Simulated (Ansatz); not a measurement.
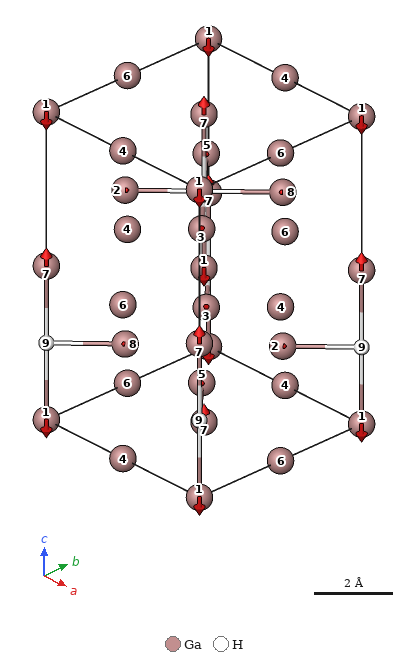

A relaxation of crystalline Ga8H (set up in I4/mmm) (coarse preliminary run). The starting structure is drawn; red arrows show the displacements (the part carried along by the change of the cell is left out), magnified 5 times.

A ball-and-stick model of the conventional cell (2 times the calculation's cell), seen from a free direction. Lengths and directions refer to the drawn axes.

Case: 1 H put on empty site 1 of 8 host cells, relaxed.

Computed with DFT PBE, scalar-relativistic, plane waves, PAW in Ansatz. Set-up: plane-wave cutoff 420 eV; k-point mesh 6 × 6 × 6; occupations gaussian; smearing width 0.1 eV; no spin polarisation; cell and atoms relaxed; force threshold 0.0325 eV/Å; at most 70 steps.

Question: Atoms of which element are displaced furthest, and by how much?

Answer: Gallium: up to 0.11 Å, against 0.00 Å for hydrogen.

Question: What happened in the run?

Answer: The largest moves relative to the cell, 0.11 Å, are those of Ga1 and Ga7. Ga1 goes along −c. H stays in place. Cell: a = b 5.771 → 6.023 Å (+4.4 %), c 9.066 → 8.576 Å (−5.4 %). Volume +3.0 %. Near-neighbour distances that change, for instance: Ga2–H9 2.040 → 2.106 Å, Ga1–H9 2.267 → 2.255 Å. The space group stays I4/mmm (No. 139). After 5 accepted moves (7 points after the start) the energy has fallen by 14.5 meV per atom. The largest force component goes from 0.18 to 0.018 eV/Å. The pressure goes from 2.51 to 0.13 GPa. The line search rejected the trial step at point 4 of the run. The SCF was repeated once at an unchanged geometry on a basis and grid sized afresh for the cell, which shifted the energy by 0.2 meV per atom at most. The run took 69 s on 2 threads of Arm Neoverse V2 (shared host), peak memory 0.61 GiB.
